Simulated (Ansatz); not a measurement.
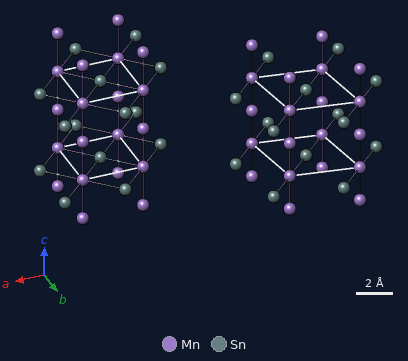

Two geometries of a crystal of Mn2Sn (a generated structure, set up in Cmmm) (coarse preliminary run), drawn at one scale. One is the start of a relaxation, the other its converged end. The picture is a ball-and-stick view of the cell of the calculation, seen from a free direction.

These are results of Ansatz 0.2.0, DFT PBE, scalar-relativistic, plane waves, PAW, not measurements. Set-up: plane-wave cutoff 420 eV; k-point mesh 4 × 4 × 4; occupations gaussian; smearing width 0.1 eV; collinear spin; cell and atoms relaxed; force threshold 0.04 eV/Å; at most 70 steps.

Question: Which of the two is the end point?

Answer: The left one is the relaxed one. The energy falls by 468 meV per atom in 10 accepted moves (12 points after the start). All forces vanish by symmetry, so only the cell relaxes. The pressure goes from 7.70 to −0.04 GPa. The SCF was repeated twice at an unchanged geometry on a basis and grid sized afresh for the cell, which shifted the energy by 5.5 meV per atom at most. No atom moves by more than 0.005 Å relative to the cell. The volume changes by +1.1 %, with a = b 4.011 → 3.638 Å (−9.3 %), c 4.301 → 5.017 Å (+16.6 %), γ 108.4° → 90.0°. Near-neighbour distances that change, for instance: Mn–Sn 3.254 → 2.573 Å, Mn–Mn 2.150 → 2.508 Å, Mn–Sn 2.346 → 2.573 Å. New bonds form: Mn–Sn (3.25 → 2.57 Å). The space group (tolerance 0.01 Å) goes from Cmmm (No. 65) to P4/mmm (No. 123). The run may lie on a higher electronic state than the lowest, so the end point isn't shown to be the ground-state structure.

Limits of the set-up: the k-point mesh is coarse for a cell with partly filled bands.
